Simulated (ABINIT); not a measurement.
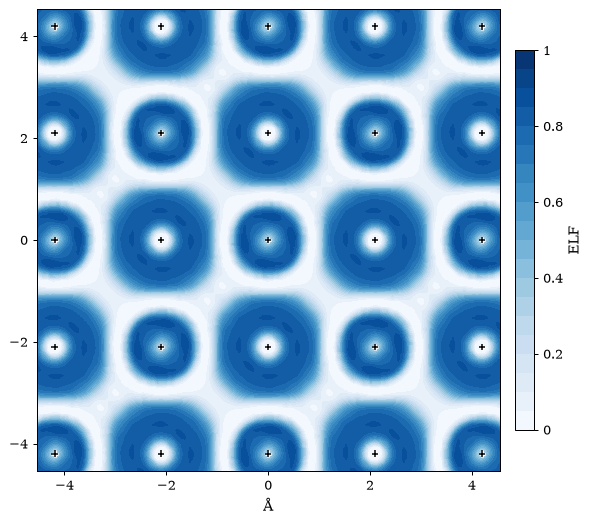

The electron localisation function on a plane through atoms (crosses mark nuclei in the plane).

Level of theory: ABINIT, Kohn-Sham DFT of a periodic cell, r2SCAN, SG15 NC PBE v1.2.

Candidates:
A. MgO, a = 4.19 Å, b = 4.19 Å, c = 4.19 Å, α = 90.00°, β = 90.00°, γ = 90.00°. Space group Fm-3m; a structure from a database of computed crystals, not necessarily the ambient phase; computed pressure about 3 GPa in this cell.
B. PtSe2, a = 3.72 Å, b = 3.72 Å, c = 5.06 Å, α = 90.00°, β = 90.00°, γ = 120.00°. Space group P-3m1; not relaxed (largest force 0.4 eV/Å); computed pressure about 5 GPa in this cell.

Q: Which system is this?

A: Candidate A: MgO on the (100) plane of the conventional cell, which holds Mg and O. Mg–O (2.10 Å): the ELF peaks at about 0.85 in the valence shell of O, 0.6 Å from its nucleus, and is about 0.30 at the midpoint: an ionic contact with no shared pair.
